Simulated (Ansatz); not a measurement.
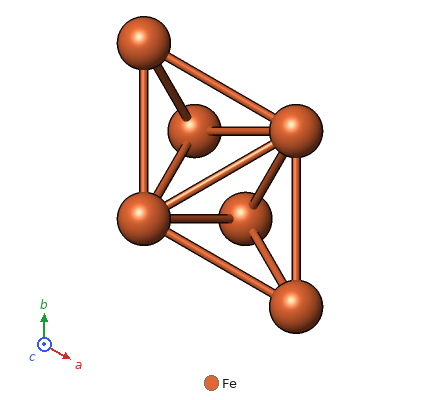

Fe (P6_3/mmc, No. 194): the geometry relaxed with DFT, LDA (PW92), plane waves (420 eV) with PAW, scalar-relativistic in Ansatz; the starting structure was generated, so it need not be a known form of this composition.

Space group P6_3/mmc (No. 194). a = 2.396 Å, b = 2.396 Å, c = 7.713 Å, α = 90.00°, β = 90.00°, γ = 120.00°
```
atom  site  symmetry       x       y       z
  Fe    2a      -3m.  0.0000  0.0000  0.0000
  Fe    2c      -6m2  0.3333  0.6667  0.2500
```

### What will an iDPC-like image along [001] show? Simulated as the projected potential of neutral atoms (B = 0.5 Å²) blurred by a 0.65 Å probe, the thin-sample limit of integrated differential phase contrast. The display is stretched by a gamma of 0.65; percentages refer to the linear signal. Shot noise was added.

The columns repeat on a hexagonal net with a repeat of 2.40 Å (plane group p6mm). The brightest columns hold 2 Fe per repeat; in falling brightness follow 1 Fe (about 35 %). Brightness is counted from the darkest point of the image. The shortest distance between visible columns is 1.38 Å in projection. Along the beam the structure repeats every 7.71 Å.

| column | atoms along the beam per repeat | peak brightness |
| --- | --- | --- |
| Fe | 2 Fe | 100 % |
| Fe | 1 Fe | 35 % |

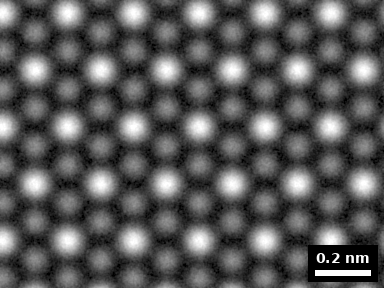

The simulated image.
